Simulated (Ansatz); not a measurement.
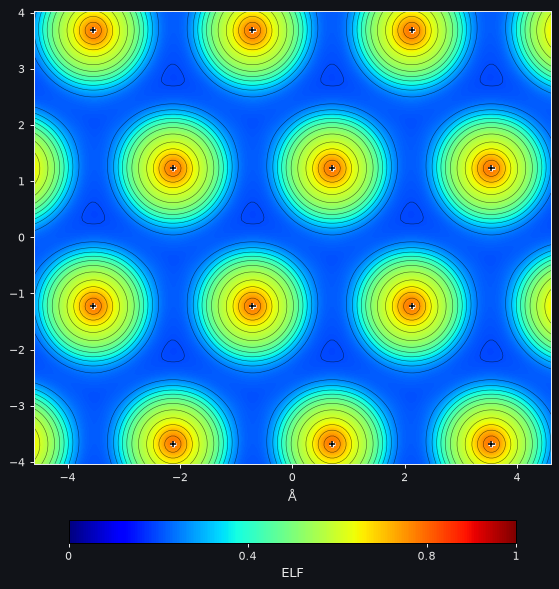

The electron localisation function on a plane through atoms (crosses mark nuclei in the plane).

Level of theory: DFT PBE, scalar-relativistic, plane waves, PAW (Ansatz).

Candidates:
A. Au, a = 2.83 Å, b = 2.83 Å, c = 4.71 Å, α = 90.00°, β = 90.00°, γ = 120.00°. Space group P6₃/mmc; changed on purpose from its base cell (volume × 0.91, shape and atoms relaxed); computed pressure about 17 GPa in this cell.
B. CsBr, a = 4.21 Å, b = 4.21 Å, c = 4.21 Å, α = 90.00°, β = 90.00°, γ = 90.00°. Space group Pm-3m; changed on purpose from its base cell (volume × 0.88); computed pressure about 2 GPa in this cell.
C. Ta, a = 4.31 Å, b = 4.31 Å, c = 4.31 Å, α = 90.00°, β = 90.00°, γ = 90.00°. Space group Fm-3m; changed on purpose from its base cell (volume × 1.06); computed pressure about −10 GPa in this cell; computed without spin polarisation.

Q: Which candidate gave the map?

A: Candidate A: Au on the (001) plane of the conventional cell, which holds Au. Au–Au (2.83 Å): the ELF is about 0.20 at the midpoint: no shared electron pair shows on this line.
